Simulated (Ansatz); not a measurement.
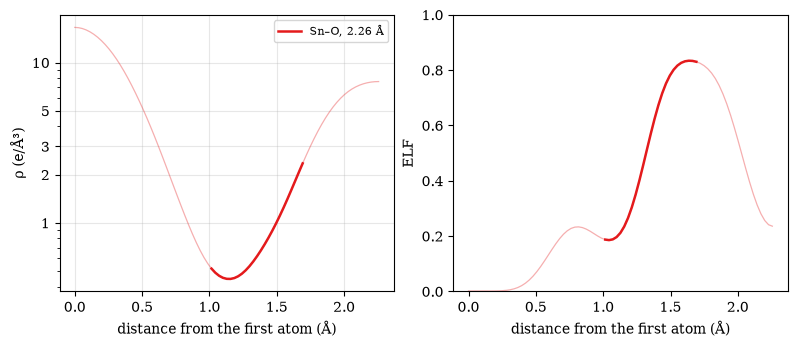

The picture shows: SnO. Valence charge density (pseudo) and electron localisation function along straight lines between neighbouring atoms. Thin, pale parts lie inside the atomic spheres.

Space group P4/nmm; a structure from a database of computed crystals, not necessarily the ambient phase; not relaxed (largest force 0.4 eV/Å); computed pressure about −4 GPa in this cell.

These are results of Kohn-Sham DFT of a periodic cell, PBEsol, Ansatz PAW in Ansatz, not measurements.

Core electrons are frozen (PAW), and the valence fields are smoothed inside the atomic spheres.

```
Sn O
1.0
     3.86388    0.00000    0.00000
     0.00000    3.86388    0.00000
     0.00000    0.00000    4.95122
Sn O
2 2
Direct
  0.50000 0.00000 0.76463
  0.00000 0.50000 0.23537
  0.00000 0.00000 0.00000
  0.50000 0.50000 0.00000
```

Q: What can be read from the curves?

A: Sn–O (2.26 Å): ρ is about 0.45 e/Å³ halfway; the ELF peaks at about 0.85 in the valence shell of O, 0.6 Å from its nucleus, and is about 0.20 at the midpoint; no shared electron pair shows on this line.
